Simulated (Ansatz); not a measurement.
# Nickel, fcc under PBE: ground state and equation of state, part 1 of 2

What does PBE give for nickel in the fcc structure? We relax it, solve it on a dense k-mesh, switch on spin-orbit coupling, then scale the cell to 7 volumes from 88 to 112 % of the relaxed one and try a fit of the equation of state. The start is antiferromagnetic (type I, layers along [001]). The k-meshes are 13×13×9 for the relaxation; 21×21×15 for the dense run; 13×13×9 for spin-orbit coupling; 21×21×15 for the volumes. It starts from a deposited cell (COD).

Program: Ansatz 0.2.0. Level of theory: DFT PBE, plane waves (420 eV) with PAW, scalar-relativistic. These are calculated values, not measurements.

## Step 1: The starting structure

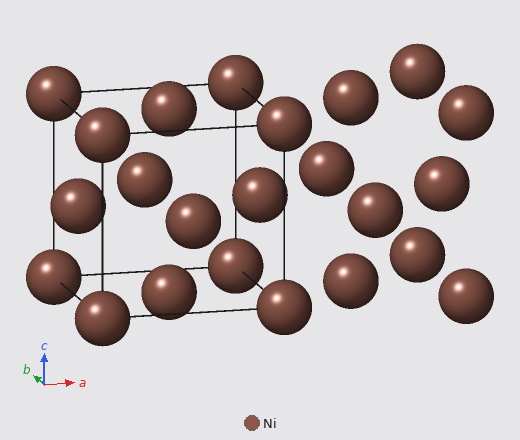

Start, viewed slightly off an axis; nickel brown. 2×1×1 conventional cells are drawn; the run uses a primitive one. Any atoms on the faces are drawn again on the opposite ones.

Coordinates:

```
Ni
1.0
     2.49176    0.00000    0.00000
     0.00000    2.49176    0.00000
     0.00000    0.00000    3.52388
Ni
2
Cartesian
  0.0000 0.0000 0.0000
  1.2459 1.2459 1.7619
```

Starting moments (μB): +0.8, -0.8.

## Step 2: Relaxation of the cell

The input, input.yaml:

```yaml
crystal:
  lattice:
    - [2.4917594441, 0.0, 0.0]
    - [0.0, 2.4917594441, 0.0]
    - [0.0, 0.0, 3.52388]
  atoms:
    - { symbol: Ni, position: [0.0, 0.0, 0.0], spin: 0.8 }
    - { symbol: Ni, position: [0.5, 0.5, 0.5], spin: -0.8 }
hamiltonian:
  xc: pbe
  pseudopotentials:
    kind: paw
    azcp:
      Ni: "pseudopotentials/Ni.paw.azcp"
basis:
  ecutwfc: 420
  fft_grid_basis: typed
kpoints:
  mp_grid: { grid: [13, 13, 9], shift: [0, 0, 0] }
magnetization:
  spin_polarized: true
scf:
  occupations: { method: fermi_dirac, width: 0.05 }
relax:
  max_steps: 60
  f_tol: 0.01
  cell: {}
```

The log of the run (excerpt; [...] marks lines left out):

```text
[...]
Pseudopotentials: kind: paw
Pseudopotential: Ni, paw, valence charge 18, recommended cutoff 420 eV (normal), <dir>
Functional definition: PBE
[...]
Crystal: 2 atoms, lattice volume = 21.879 Å³
Basis set: ecut = 420 eV, 403 PW (Γ), exchange–correlation on 36×36×48 points (8 copies of the dense FFT grid, shifted against one another)
Bands: 23, of which v1, the nominal top of the filled ones, is band 18 counted from 1 (17 counted from 0)
Symmetry: 16 space group operations
Space group: P4/mmm (ITA 123), of the structure as read, at distance tolerance 2.8e-5 Å
Magnetic group: BNS 123.350 (UNI 1010), of the structure as read, at distance tolerance 2.8e-5 Å
k-points: 140 of 1521
[...]
Starting moments: Σ|m| = 1.6 μB on 2 of 2 sites
Starting magnetic order: antiferromagnet; a translation exchanges its spin sublattices: spin-degenerate at every k-point
[...]
SCF iter   1: F=—  HF=-11677.582266 eV  |F-HF|=—  |Δ(HF+E_count)|=         —  Δρ=4.56e-2 (↑4.56e-2 ↓4.56e-2)  dr2=9.61e-1  dr2_m=5.69e-2  M=0.000 μB ∫|m|=1.268 μB  β_m=0.30  ethr=2.67e-3  ⟨swp⟩=1.0  Hψ=16251  notcnv=0
[...]
relax step   1: F+E_penalty+E_count = -11679.34877820 eV  Δ(F+E_penalty+E_count) = +0.000e0 eV  max|allowed force component| = 0.000e0 eV/Å  Δτ_max = 0.0000 Å  P = -1.904 GPa  Ω = 21.879 Å³  (14 SCF iters, dr2 threshold 1.00e-7 eV, accepted)
[...]
SCF converged after 10 iterations
Magnetization: 0.0000 μB (18.0000 up, 18.0000 down)
Absolute magnetization: 0.1699 μB (∫|ρ↑−ρ↓|, with the PAW one-centre terms)
Spin contamination: 0.0329 ħ² per cell (⟨S²⟩ above its minimum at these occupations)
Per-site moments (μB) at R_I (Å): [(0.0838160011697752, 1.024450937330374), (-0.0838160011697752, 1.024450937330374)]
Free energy (F): -11679.350054 eV
[...]
E sigma→0 (E₀):  -11679.321999 eV
Entropy (-TS):   -0.056109 eV (-28.055 meV/atom)
Fermi energy:    18.098226 eV
[...]
--- Forces (eV/Å), atoms counted from 1 ---
  atom   1  Ni     0.00000000     0.00000000     0.00000000
  atom   2  Ni    -0.00000000     0.00000000     0.00000000
[...]
--- Stress (GPa, compression-positive) ---
        0.019302       0.000000       0.000000
        0.000000       0.019302       0.000000
        0.000000       0.000000       0.039429
  P = ⅓ Tr σ = 0.0260 GPa (0.260 kbar)
--- Relaxed structure (3 steps of the walk, 3 accepted, 1 SCFs on fresh bases) ---
  F+E_penalty+E_count = -11679.35005416 eV   max|allowed force component| = 6.769e-80 eV/Å   (the final SCF, on the basis selected at the relaxed cell)
  cell:  # Å, volume = 21.6646 Å³
    - [2.4835174238312097, -1.4798848473662589e-33, -2.841807859072889e-34]
    - [-1.4798848473662589e-33, 2.4835174238312097, 8.579042593427588e-35]
    - [-4.322238175632952e-34, 1.2132598387741617e-34, 3.5125072994651556]
  atoms:
    - { symbol: Ni, position: [0.0, 0.0, 0.0] }
    - { symbol: Ni, position: [0.5, 0.5, 0.5] }
```

Run time: 39 s. Hardware: 1 thread of an x86-64 CPU, shared host; peak memory 0.53 GiB.

The walk, from the log:

```
step  energy change (meV/atom)  largest force (eV/Å)  pressure (GPa)  volume (Å³/atom)
   1                      0.00                0.0000           -1.90            10.940
   2                     -0.50                0.0000           -0.96            10.886
   3                     -0.67                0.0000            0.02            10.832
   4                     -0.64                0.0000            0.03            10.832
```

Steps that repeat a cell are solved on a basis chosen anew, so their changes of energy are no gain of the relaxation.

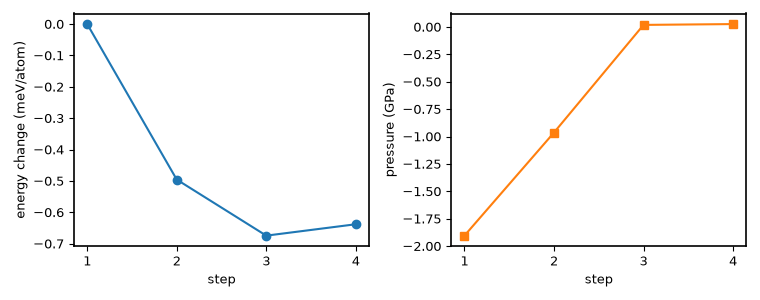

Energy and pressure over the accepted steps.

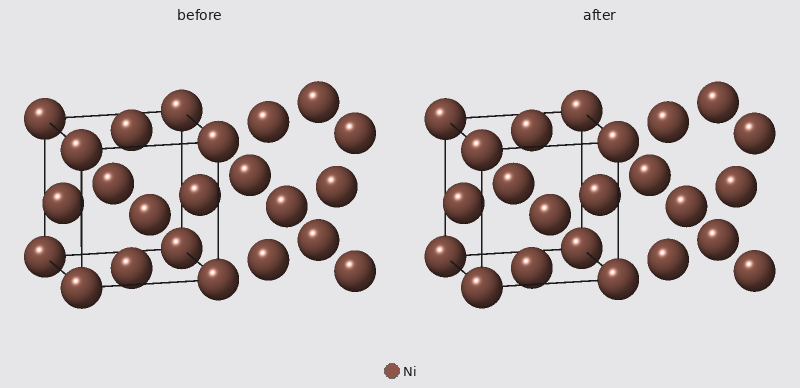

Before and after, at one scale. The cells drawn are those of the first picture.

Changes in the cell that was computed:

|  | before | after | change |
| --- | --- | --- | --- |
| a (Å) | 2.492 | 2.484 | -0.3 % |
| b (Å) | 2.492 | 2.484 | -0.3 % |
| c (Å) | 3.524 | 3.513 | -0.3 % |
| volume (Å³/atom) | 10.940 | 10.832 | -1.0 % |
| shortest distance (Å) | 2.492 | 2.484 | -0.3 % |
| space group (spins left aside) | Fm-3m | Fm-3m | same |

## Step 3: Single point on a dense mesh

The input, input.yaml:

```yaml
crystal:
  lattice:
    - [2.4835174238, 0.0, 0.0]
    - [0.0, 2.4835174238, 0.0]
    - [0.0, 0.0, 3.5125072995]
  atoms:
    - { symbol: Ni, position: [0.0, 0.0, 0.0], spin: 0.084 }
    - { symbol: Ni, position: [0.5, 0.5, 0.5], spin: -0.084 }
hamiltonian:
  xc: pbe
  pseudopotentials:
    kind: paw
    azcp:
      Ni: "pseudopotentials/Ni.paw.azcp"
basis:
  ecutwfc: 420
  fft_grid_basis: typed
kpoints:
  mp_grid: { grid: [21, 21, 15], shift: [0, 0, 0] }
magnetization:
  spin_polarized: true
scf:
  occupations: { method: fermi_dirac, width: 0.05 }
```

The log of the run (excerpt; [...] marks lines left out):

```text
[...]
[... 3 set-up lines as earlier in the session ...]
[...]
Crystal: 2 atoms, lattice volume = 21.665 Å³
Basis set: ecut = 420 eV, 403 PW (Γ)
Bands: 23, of which v1, the nominal top of the filled ones, is band 18 counted from 1 (17 counted from 0)
[... 2 set-up lines as earlier in the session ...]
Magnetic group: BNS 123.350 (UNI 1010), of the structure as read, at distance tolerance 2.8e-5 Å
k-points: 528 of 6615
[...]
Starting moments: Σ|m| = 0.168 μB on 2 of 2 sites
Starting magnetic order: antiferromagnet; a translation exchanges its spin sublattices: spin-degenerate at every k-point
[...]
SCF iter   1: F=—  HF=-11677.680205 eV  |F-HF|=—  |Δ(HF+E_count)|=         —  Δρ=4.48e-2 (↑4.48e-2 ↓4.48e-2)  dr2=1.02e0  dr2_m=6.94e-3  M=0.000 μB ∫|m|=0.079 μB  β_m=0.30  ethr=2.84e-3  ⟨swp⟩=1.0  Hψ=61089  notcnv=0
[...]
WARN: the starting moments were not kept: 1 of 2 ended reversed and 1 kept their direction, counting a site from 0.1 of the cell's largest site moment. The largest reversed, site 0 (counted from 0, in the order of the report's site_moments_mub), started with +0.084 μB and closes at [...]
at 2 of the mixer's solves, all of them in the SCFs whose states led to this one, it left a direction of its history that read negative out of its fit and stepped the other way along it
SCF converged after 2 iterations
Magnetization: -1.2677 μB (17.3662 up, 18.6338 down)
Absolute magnetization: 1.4506 μB (∫|ρ↑−ρ↓|, with the PAW one-centre terms)
Spin contamination: 0.0140 ħ² per cell (⟨S²⟩ above its minimum at these occupations)
Per-site moments (μB) at R_I (Å): [(-0.6725719337650062, 1.0244509373175001), (-0.6726290614632293, 1.0244509373175001)]
Free energy (F): -11679.454952 eV
[...]
E sigma→0 (E₀):  -11679.440832 eV
Entropy (-TS):   -0.028241 eV (-14.120 meV/atom)
Fermi energy:    18.289377 eV
[...]
--- Band table (eV; the first three rows and the last of 1056) ---
[... band rows left out ...]
[...]
```

Wall time 7.9 min (1 thread of an x86-64 CPU, shared host); peak memory 2 GiB.

## Step 4: A two-component run at the same geometry

The input, input.yaml:

```yaml
crystal:
  lattice:
    - [2.4835174238, 0.0, 0.0]
    - [0.0, 2.4835174238, 0.0]
    - [0.0, 0.0, 3.5125072995]
  atoms:
    - { symbol: Ni, position: [0.0, 0.0, 0.0], spin: -0.673, spin_axis: [0, 0, 1] }
    - { symbol: Ni, position: [0.5, 0.5, 0.5], spin: -0.673, spin_axis: [0, 0, 1] }
hamiltonian:
  xc: pbe
  pseudopotentials:
    kind: paw_fr
    azcp:
      Ni: "pseudopotentials/Ni.paw.azcp"
basis:
  ecutwfc: 420
  fft_grid_basis: typed
kpoints:
  mp_grid: { grid: [13, 13, 9], shift: [0, 0, 0] }
magnetization:
  noncollinear: true
  spin_orbit: true
scf:
  occupations: { method: fermi_dirac, width: 0.05 }
```

The log of the run (excerpt; [...] marks lines left out):

```text
[...]
Pseudopotentials: kind: paw_fr
Pseudopotential: Ni, paw_fr, valence charge 18, recommended cutoff 420 eV (normal), <dir>
[... 1 set-up line as earlier in the session ...]
[...]
Crystal: 2 atoms, lattice volume = 21.665 Å³
Basis set: ecut = 420 eV, 403 PW (Γ)
Bands: 44, of which v1, the nominal top of the filled ones, is band 36 counted from 1 (35 counted from 0)
Symmetry: 16 space group operations + 16 with time reversal
Magnetic group: BNS 139.537 (UNI 1197), of the structure as read, at distance tolerance 2.8e-5 Å
k-points: 140 of 1521 (time reversal used)
Projection manifold: j_resolved (fully-relativistic pseudo-atomic orbitals)
[...]
Starting moments: Σ|m| = 1.346 μB on 2 of 2 sites
[...]
SCF iter   1: F=—  HF=-11680.045082 eV  |F-HF|=—  |Δ(HF+E_count)|=         —  Δρ=3.36e-2  dr2=9.27e-2  dr2_m=2.47e-2  ethr=2.80e-4  |M|=1.21e0 ∫|m|=1.26e0 μB  |m|>n=0.0e0 m-floor=0.0e0 τ_xc=2.9e-16 mc-row=0.0e0  β_m=0.30  ⟨swp⟩=1.6  Hψ=37108  notcnv=0
[...]
spin-set hold released at iteration 7 (site moments contracting): the magnetisation degrees of freedom join the quasi-Newton model from the next iteration; the mixer history was flushed
[...]
SCF iter  13: F=-11680.077298 eV  HF=-11680.077298 eV  |F-HF|=6.74e-9  |Δ(HF+E_count)|=   3.96e-9  Δρ=8.14e-6  dr2=6.87e-9  dr2_m=8.88e-10  ethr=2.78e-10  |M|=1.25e0 ∫|m|=1.43e0 μB  |m|>n=0.0e0 m-floor=0.0e0 τ_xc=3.8e-4 mc-row=0.0e0  ⟨swp⟩=3.0  Hψ=15331  notcnv=0
[...]
SCF converged after 13 iterations
Magnetization: |M| = 1.2525 μB,  M = (+0.0000, +0.0000, -1.2525) μB
Absolute magnetization: 1.4334 μB (∫|m|, with the PAW one-centre terms)
  site 0: m = (+0.0000, +0.0000, -0.6646) μB, |m| = 0.6646 μB  (R = 1.02 Å)
  site 1: m = (-0.0000, -0.0000, -0.6646) μB, |m| = 0.6646 μB  (R = 1.02 Å)
Free energy (F): -11680.077298 eV
[...]
E sigma→0 (E₀):  -11680.063413 eV
Entropy (-TS):   -0.027770 eV (-13.885 meV/atom)
Fermi energy:    18.293937 eV
[...]
```

It took 56 s on 1 thread of an x86-64 CPU, shared host; peak memory 0.65 GiB.

Side by side:

```
                          scalar-relativistic      with spin-orbit coupling
         k-mesh                      21×21×15                       13×13×9
gap on the mesh  none (levels filled in part)  none (levels filled in part)
 magnetic state                 ferromagnetic                 ferromagnetic
```

The meshes differ, so small differences between the columns need not come from spin-orbit coupling.

## Step 5: Equation of state: 88 %

The input, input.yaml:

```yaml
crystal:
  lattice:
    - [2.37991494, 0.0, 0.0]
    - [0.0, 2.37991494, 0.0]
    - [0.0, 0.0, 3.3659794445]
  atoms:
    - { symbol: Ni, position: [0.0, 0.0, 0.0], spin: -0.673 }
    - { symbol: Ni, position: [0.5, 0.5, 0.5], spin: -0.673 }
hamiltonian:
  xc: pbe
  pseudopotentials:
    kind: paw
    azcp:
      Ni: "pseudopotentials/Ni.paw.azcp"
basis:
  ecutwfc: 420
  fft_grid_basis: typed
kpoints:
  mp_grid: { grid: [21, 21, 15], shift: [0, 0, 0] }
magnetization:
  spin_polarized: true
scf:
  occupations: { method: fermi_dirac, width: 0.05 }
output:
  stress: true
```

The log of the run (excerpt; [...] marks lines left out):

```text
[...]
[... 3 set-up lines as earlier in the session ...]
[...]
Crystal: 2 atoms, lattice volume = 19.065 Å³
Basis set: ecut = 420 eV, 359 PW (Γ)
Bands: 23, of which v1, the nominal top of the filled ones, is band 18 counted from 1 (17 counted from 0)
Symmetry: 32 space group operations
Space group: I4/mmm (ITA 139), of the structure as read, at distance tolerance 2.7e-5 Å
Magnetic group: BNS 139.531 (UNI 1191), of the structure as read, at distance tolerance 2.7e-5 Å
k-points: 528 of 6615
[...]
Starting moments: Σ|m| = 1.346 μB on 2 of 2 sites
[...]
SCF iter   1: F=—  HF=-11677.304001 eV  |F-HF|=—  |Δ(HF+E_count)|=         —  Δρ=1.06e-1 (↑1.06e-1 ↓2.50e-2)  dr2=1.86e0  dr2_m=3.12e-1  M=-1.576 μB ∫|m|=1.657 μB  β_m=0.30  ethr=3.10e-3  ⟨swp⟩=5.3  Hψ=89643  notcnv=0
[...]
SCF iter  10: F=-11679.182740 eV  HF=-11679.182740 eV  |F-HF|=7.64e-11  |Δ(HF+E_count)|=  4.91e-11  Δρ=7.54e-7 (↑7.54e-7 ↓3.74e-7)  dr2=8.35e-11  dr2_m=8.84e-12  M=-1.181 μB ∫|m|=1.330 μB  ethr=6.34e-12  ⟨swp⟩=2.4  Hψ=85467  notcnv=0
[...]
SCF converged after 10 iterations
Magnetization: -1.1809 μB (17.4095 up, 18.5905 down)
Absolute magnetization: 1.3318 μB (∫|ρ↑−ρ↓|, with the PAW one-centre terms)
Spin contamination: 0.0097 ħ² per cell (⟨S²⟩ above its minimum at these occupations)
Per-site moments (μB) at R_I (Å): [(-0.623127559388314, 0.9817149127500001), (-0.6231275593883139, 0.9817149127500001)]
Free energy (F): -11679.182740 eV
[...]
E sigma→0 (E₀):  -11679.170658 eV
Entropy (-TS):   -0.024164 eV (-12.082 meV/atom)
Fermi energy:    21.416673 eV
[...]
--- Stress (GPa, compression-positive) ---
       36.558228       0.000000       0.000000
        0.000000      36.558228       0.000000
        0.000000       0.000000      36.671878
  P = ⅓ Tr σ = 36.5961 GPa (365.961 kbar)
```

It took 49 s on 1 thread of an x86-64 CPU, shared host; peak memory 0.76 GiB.

## Step 6: Equation of state: 92 %

input.yaml, as its differences from that of step 5:

```diff
@@ -2,5 +2,5 @@
   lattice:
-    - [2.37991494, 0.0, 0.0]
-    - [0.0, 2.37991494, 0.0]
-    - [0.0, 0.0, 3.3659794445]
+    - [2.4154412961, 0.0, 0.0]
+    - [0.0, 2.4154412961, 0.0]
+    - [0.0, 0.0, 3.4162253515]
   atoms:
```

The log of the run (excerpt; [...] marks lines left out):

```text
[...]
[... 3 set-up lines as earlier in the session ...]
[...]
Crystal: 2 atoms, lattice volume = 19.931 Å³
Basis set: ecut = 420 eV, 371 PW (Γ)
Bands: 23, of which v1, the nominal top of the filled ones, is band 18 counted from 1 (17 counted from 0)
[... 2 set-up lines as earlier in the session ...]
Magnetic group: BNS 139.531 (UNI 1191), of the structure as read, at distance tolerance 2.7e-5 Å
k-points: 528 of 6615
[...]
Starting moments: Σ|m| = 1.346 μB on 2 of 2 sites
[...]
SCF iter   1: F=—  HF=-11677.623786 eV  |F-HF|=—  |Δ(HF+E_count)|=         —  Δρ=1.00e-1 (↑1.00e-1 ↓1.84e-2)  dr2=1.57e0  dr2_m=3.38e-1  M=-1.599 μB ∫|m|=1.686 μB  β_m=0.30  ethr=3.10e-3  ⟨swp⟩=5.3  Hψ=89424  notcnv=0
[...]
SCF iter  10: F=-11679.339331 eV  HF=-11679.339331 eV  |F-HF|=6.55e-11  |Δ(HF+E_count)|=   1.44e-8  Δρ=6.19e-7 (↑6.19e-7 ↓3.82e-7)  dr2=5.98e-11  dr2_m=7.07e-12  M=-1.207 μB ∫|m|=1.366 μB  ethr=1.25e-10  ⟨swp⟩=2.6  Hψ=91811  notcnv=0
[...]
SCF converged after 10 iterations
Magnetization: -1.2068 μB (17.3966 up, 18.6034 down)
Absolute magnetization: 1.3679 μB (∫|ρ↑−ρ↓|, with the PAW one-centre terms)
Spin contamination: 0.0110 ħ² per cell (⟨S²⟩ above its minimum at these occupations)
Per-site moments (μB) at R_I (Å): [(-0.6381023500689964, 0.9963695346412501), (-0.6381023500689961, 0.9963695346412501)]
Free energy (F): -11679.339331 eV
[...]
E sigma→0 (E₀):  -11679.326542 eV
Entropy (-TS):   -0.025578 eV (-12.789 meV/atom)
Fermi energy:    20.282586 eV
[...]
--- Stress (GPa, compression-positive) ---
       21.848709      -0.000000       0.000000
        0.000000      21.848709       0.000000
        0.000000       0.000000      21.970445
  P = ⅓ Tr σ = 21.8893 GPa (218.893 kbar)
```

Wall time 51 s (1 thread of an x86-64 CPU, shared host); peak memory 0.76 GiB.

## Step 7: Equation of state: 96 %

input.yaml, as its differences from that of step 6:

```diff
@@ -2,5 +2,5 @@
   lattice:
-    - [2.4154412961, 0.0, 0.0]
-    - [0.0, 2.4154412961, 0.0]
-    - [0.0, 0.0, 3.4162253515]
+    - [2.449952263, 0.0, 0.0]
+    - [0.0, 2.449952263, 0.0]
+    - [0.0, 0.0, 3.4650351652]
   atoms:
```

The log of the run (excerpt; [...] marks lines left out):

```text
[...]
[... 3 set-up lines as earlier in the session ...]
[...]
Crystal: 2 atoms, lattice volume = 20.798 Å³
Basis set: ecut = 420 eV, 387 PW (Γ)
Bands: 23, of which v1, the nominal top of the filled ones, is band 18 counted from 1 (17 counted from 0)
[... 1 set-up line as earlier in the session ...]
Space group: I4/mmm (ITA 139), of the structure as read, at distance tolerance 2.8e-5 Å
Magnetic group: BNS 139.531 (UNI 1191), of the structure as read, at distance tolerance 2.8e-5 Å
k-points: 528 of 6615
[...]
Starting moments: Σ|m| = 1.346 μB on 2 of 2 sites
[...]
SCF iter   1: F=—  HF=-11677.812112 eV  |F-HF|=—  |Δ(HF+E_count)|=         —  Δρ=9.41e-2 (↑9.41e-2 ↓1.34e-2)  dr2=1.30e0  dr2_m=3.64e-1  M=-1.620 μB ∫|m|=1.714 μB  β_m=0.30  ethr=3.10e-3  ⟨swp⟩=5.3  Hψ=89682  notcnv=0
[...]
SCF iter  10: F=-11679.425090 eV  HF=-11679.425090 eV  |F-HF|=1.59e-9  |Δ(HF+E_count)|=   2.94e-9  Δρ=2.91e-6 (↑2.91e-6 ↓1.20e-6)  dr2=2.06e-9  dr2_m=1.55e-10  M=-1.236 μB ∫|m|=1.406 μB  ethr=6.22e-11  ⟨swp⟩=2.4  Hψ=84941  notcnv=0
[...]
SCF converged after 10 iterations
Magnetization: -1.2359 μB (17.3820 up, 18.6180 down)
Absolute magnetization: 1.4079 μB (∫|ρ↑−ρ↓|, with the PAW one-centre terms)
Spin contamination: 0.0124 ħ² per cell (⟨S²⟩ above its minimum at these occupations)
Per-site moments (μB) at R_I (Å): [(-0.6547008937243631, 1.0106053084875), (-0.654700893724363, 1.0106053084875)]
Free energy (F): -11679.425090 eV
[...]
E sigma→0 (E₀):  -11679.411601 eV
Entropy (-TS):   -0.026979 eV (-13.489 meV/atom)
Fermi energy:    19.243871 eV
[...]
--- Stress (GPa, compression-positive) ---
       10.247966       0.000000       0.000000
        0.000000      10.247966       0.000000
        0.000000       0.000000      10.358832
  P = ⅓ Tr σ = 10.2849 GPa (102.849 kbar)
```

Run time: 62 s. Hardware: 1 thread of an x86-64 CPU, shared host; peak memory 0.77 GiB.

## Step 8: Equation of state: 100 %

input.yaml, as its differences from that of step 7:

```diff
@@ -2,5 +2,5 @@
   lattice:
-    - [2.449952263, 0.0, 0.0]
-    - [0.0, 2.449952263, 0.0]
-    - [0.0, 0.0, 3.4650351652]
+    - [2.4835174238, 0.0, 0.0]
+    - [0.0, 2.4835174238, 0.0]
+    - [0.0, 0.0, 3.5125072995]
   atoms:
```

The log of the run (excerpt; [...] marks lines left out):

```text
[...]
[... 3 set-up lines as earlier in the session ...]
[...]
Crystal: 2 atoms, lattice volume = 21.665 Å³
Basis set: ecut = 420 eV, 403 PW (Γ)
Bands: 23, of which v1, the nominal top of the filled ones, is band 18 counted from 1 (17 counted from 0)
[... 2 set-up lines as earlier in the session ...]
Magnetic group: BNS 139.531 (UNI 1191), of the structure as read, at distance tolerance 2.8e-5 Å
k-points: 528 of 6615
[...]
Starting moments: Σ|m| = 1.346 μB on 2 of 2 sites
[...]
SCF iter   1: F=—  HF=-11677.905696 eV  |F-HF|=—  |Δ(HF+E_count)|=         —  Δρ=8.84e-2 (↑8.84e-2 ↓1.13e-2)  dr2=1.05e0  dr2_m=3.91e-1  M=-1.641 μB ∫|m|=1.741 μB  β_m=0.30  ethr=2.92e-3  ⟨swp⟩=1.0  Hψ=121740  notcnv=0
[...]
SCF iter  10: F=-11679.454952 eV  HF=-11679.454952 eV  |F-HF|=2.91e-9  |Δ(HF+E_count)|=   9.15e-9  Δρ=4.05e-6 (↑4.05e-6 ↓1.38e-6)  dr2=3.82e-9  dr2_m=3.91e-10  M=-1.268 μB ∫|m|=1.449 μB  ethr=3.67e-11  ⟨swp⟩=2.1  Hψ=83276  notcnv=0
[...]
SCF converged after 10 iterations
Magnetization: -1.2677 μB (17.3662 up, 18.6338 down)
Absolute magnetization: 1.4506 μB (∫|ρ↑−ρ↓|, with the PAW one-centre terms)
Spin contamination: 0.0140 ħ² per cell (⟨S²⟩ above its minimum at these occupations)
Per-site moments (μB) at R_I (Å): [(-0.6726026103249878, 1.0244509373175001), (-0.6726026103249874, 1.0244509373175001)]
Free energy (F): -11679.454952 eV
[...]
E sigma→0 (E₀):  -11679.440832 eV
Entropy (-TS):   -0.028241 eV (-14.120 meV/atom)
Fermi energy:    18.289345 eV
[...]
--- Stress (GPa, compression-positive) ---
        1.093784      -0.000000       0.000000
       -0.000000       1.093784       0.000000
        0.000000       0.000000       1.168103
  P = ⅓ Tr σ = 1.1186 GPa (11.186 kbar)
```

Wall time 57 s (1 thread of an x86-64 CPU, shared host); peak memory 0.79 GiB.

(Continued in part 2 of 2.)
